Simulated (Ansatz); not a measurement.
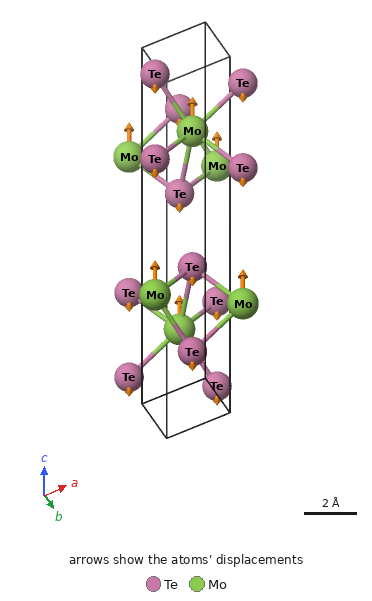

Lattice vibrations of solid Te2Mo, space group P6₃/mmc (No. 194), at the zone centre. The optical levels lie at 12 (×2), 13, 114 (×2), 114 (×2), 168 (×2), 229 (×4), 281, 283 cm⁻¹. One mode is drawn. The orange arrows give the relative displacements of the atoms. The picture is a ball-and-stick view of the cell of the calculation, seen from a free direction.

These are results of Ansatz 0.2.0, DFT PBE, scalar-relativistic, plane waves, PAW, not measurements. Set-up: plane-wave cutoff 420 eV; k-point mesh 12 × 12 × 2; occupations gaussian; smearing width 0.05 eV; no spin polarisation.

Frequencies are those without the non-analytic (LO–TO) term.

Which of these frequencies is the drawn mode's?

Answer. The level at 281 cm⁻¹. This is the A₂u mode, optical level 7 of 8, counted from below, infrared-active by symmetry. The Mo sublattice moves against the Te sublattice, along c; the kinetic energy is shared as Mo 73 %, Te 27 %.

Limits of the set-up: layers or molecules are held without a dispersion correction, so their spacing is unreliable.
